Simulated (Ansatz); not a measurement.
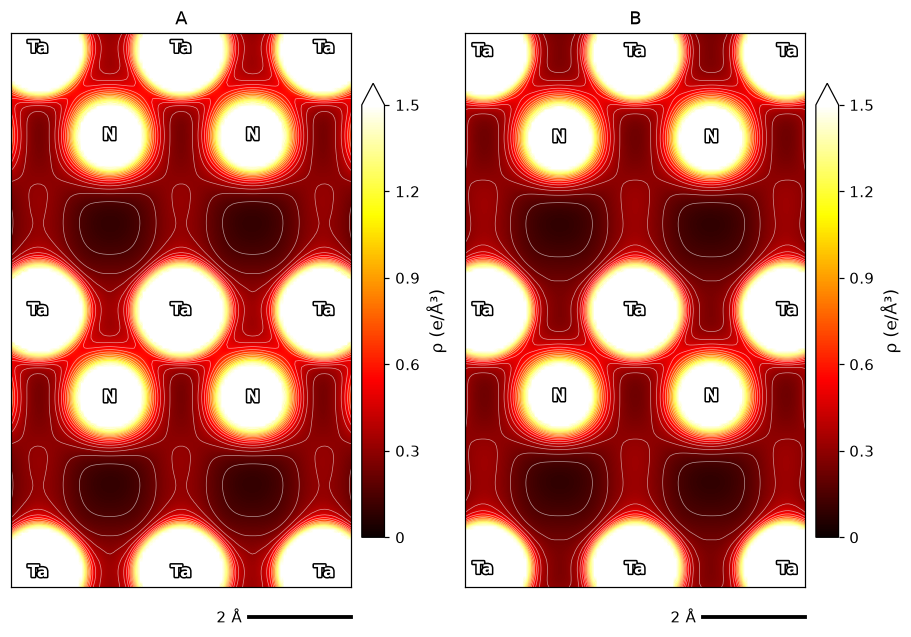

TaN. The valence charge density (pseudo) of two cells that differ in size and shape, on the (110) plane of each (indices in the axes of the calculation cell), at one length scale and on one colour scale; one has 10.6 and the other 11.0 Å³ an atom.

Theory: Ansatz, DFT PBEsol, scalar-relativistic, plane waves, PAW.

The density is the valence pseudo-density of a PAW calculation; it isn't the true density close to the nuclei.

Which is the denser cell? Describe the effect of the change.

Answer. Panel A is the smaller cell, by 4 % in volume. From the larger cell to the smaller, Ta–Ta goes from 2.98 to 2.80 Å, and the density at its midpoint from 0.26 to 0.34 e/Å³; Ta–N goes from 2.25 to 2.21 Å, and the density at its midpoint from 0.52 to 0.57 e/Å³; the pressure goes from −13 to 1.6 GPa.
